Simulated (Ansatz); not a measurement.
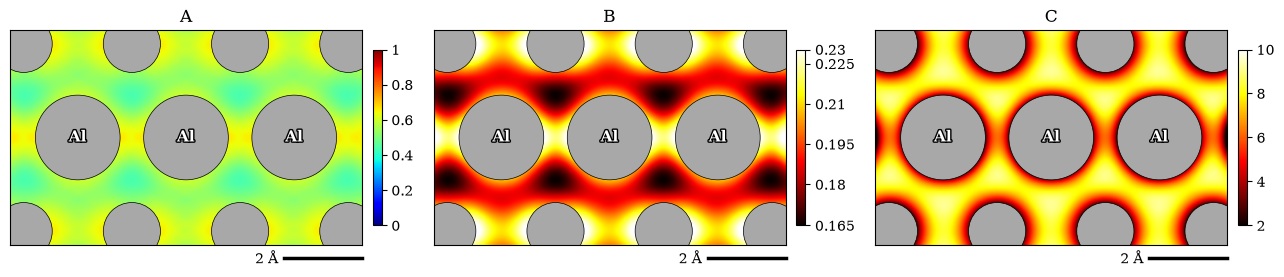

Al: 3 fields on the (100) plane of the conventional cell, with unlabelled colour scales. Grey discs cover the atomic cores.

Space group P6₃/mmc; a structure from a database of computed crystals, not necessarily the ambient phase.

These are results of Kohn-Sham DFT of a periodic cell, PBEsol, Ansatz PAW (Ansatz), not measurements.

```
Al
1.0
     2.77444    0.00000    0.00000
    -1.38722    2.40274    0.00000
     0.00000    0.00000    4.80107
Al
2
Direct
  0.33333 0.66667 0.25000
  0.66667 0.33333 0.75000
```

The panels show electron localisation function, electrostatic potential energy of an electron and valence pseudo-density in some order. Assign them.

Panel A: electron localisation function. Panel B: valence pseudo-density. Panel C: electrostatic potential energy of an electron (low next to the atoms, rising into the space between them). From the grid: Al–Al (2.77 Å): ρ at the midpoint is about 0.22 e/Å³; the ELF peaks at about 0.65 between the atoms.
